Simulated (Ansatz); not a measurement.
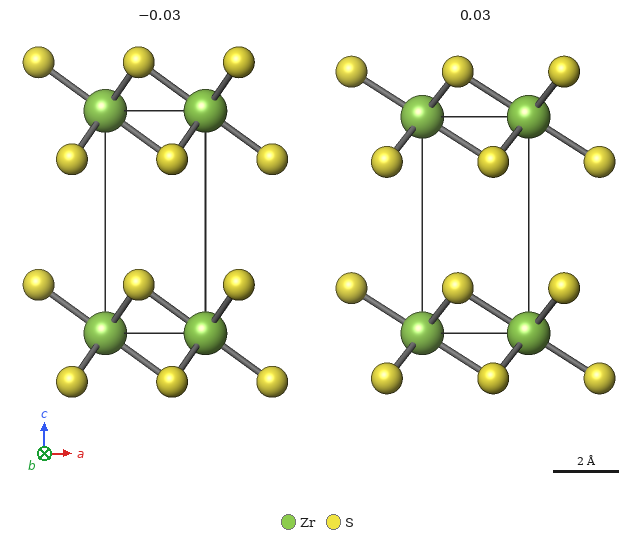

Crystalline ZrS₂ (set up in P-3m1), under biaxial strain in the a–b plane (c and atoms relaxed), with energies (extrapolated to zero smearing) counted from the relaxed crystal, which is the row at zero. The picture shows the first and the last member. Style: ball-and-stick. Shown: the cell of the calculation, along the b axis.

Computed with Ansatz 0.2.0: DFT PBE, scalar-relativistic, plane waves, PAW. Settings: plane-wave cutoff 420 eV; k-point mesh 12 × 12 × 4; occupations gaussian; smearing width 0.02 eV; no spin polarisation; force threshold 0.008 eV/Å.

```tsv
strain	energy (meV/atom)	a (Å)	c (Å)	band gap (eV)
−0.03	20.97	3.575	6.878	0.75
−0.02	9.12	3.612	6.838	0.89
−0.01	2.23	3.648	6.798	1.02
0.0	0.00	3.685	6.758	1.14
0.01	2.15	3.722	6.748	1.25
0.02	?	?	?	?
0.03	18.48	3.796	6.694	1.39
```

Question: Estimate the missing row from the others, and compare with the calculation.

Answer: A parabola through three neighbouring rows (0.0, 0.01, 0.03) gives, with Lagrange weights, (−0.3333)(0.00) + (1.0000)(2.15) + (0.3333)(18.48) = 8.31 meV/atom. The calculation gives 8.39 meV/atom (a = 3.759 Å, c = 6.723 Å). The estimate is 0.08 meV/atom too low. For the gap a parabola through the rows 0.0, 0.01, 0.03 gives 1.33 eV, and the calculation 1.35 eV (semilocal gaps, lower than measured ones as a rule). From the first member to the last: S–Zr 2.551 → 2.598 Å.

The whole series:

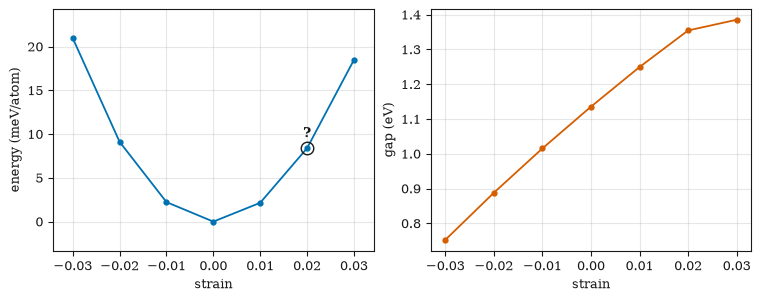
